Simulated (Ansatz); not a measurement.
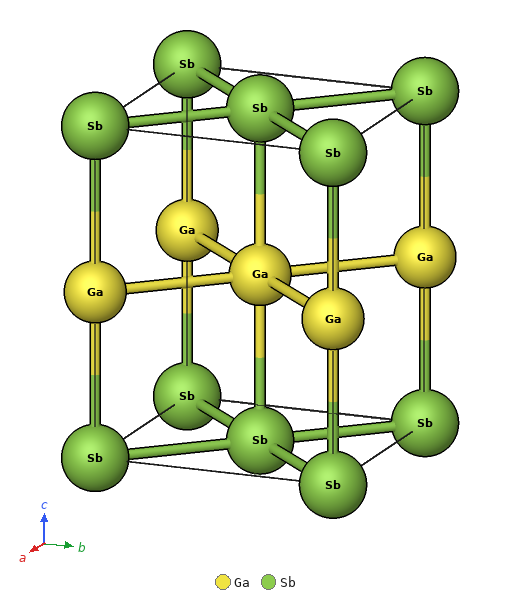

The image is a ball-and-stick drawing of a crystal, viewed slightly off an axis. The wireframe shows the conventional unit cell. Cell: a = 4.11 Å, b = 4.35 Å, c = 5.85 Å, α = 90.00°, β = 90.00°, γ = 90.00°.

Its origin is a random cell made by a generator, so it need not be a real form of the compound. Earlier steps of the study may have refined or changed the cell and positions. Ansatz was used for an electronic-structure calculation on it.

### Explain the picture.

Its composition is GaSb. The lattice is base-centred orthorhombic and the space group Cmmm (No. 65). The cell has 4 atoms, namely 2 Ga, 2 Sb. Ga sits among four Ga and two Sb in an octahedral arrangement (about 3.0 Å to Ga, 2.9 Å to Sb). Sb bonds to four Sb and two Ga in an octahedral arrangement (about 3.0 Å to Sb, 2.9 Å to Ga). The bonds build a three-dimensional framework.

Calculation details: DFT PBE, scalar-relativistic, plane waves, PAW (Ansatz); an energy cutoff of 420 eV, k-points about 0.12 Å⁻¹ apart, Gaussian smearing of 0.1 eV, no spin polarisation.

### Is it conducting or gapped at this level?

A metal: bands cross the Fermi level.

### What net charge does each kind of atom have (Bader)?

Ga +0.07 e; Sb -0.07 e.

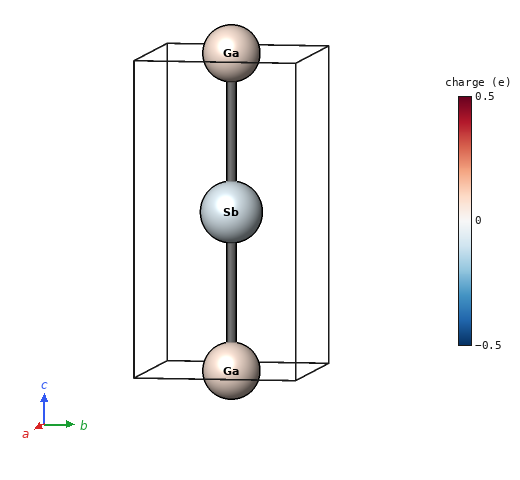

The atoms coloured by those charges. The run's cell of 2 atoms is drawn, so axes and origin can differ from the first picture.

### Does this geometry sit at a stationary point of the energy?

Yes. All forces vanish to within 0.01 eV/Å. The pressure is 0.0 GPa, close to zero.
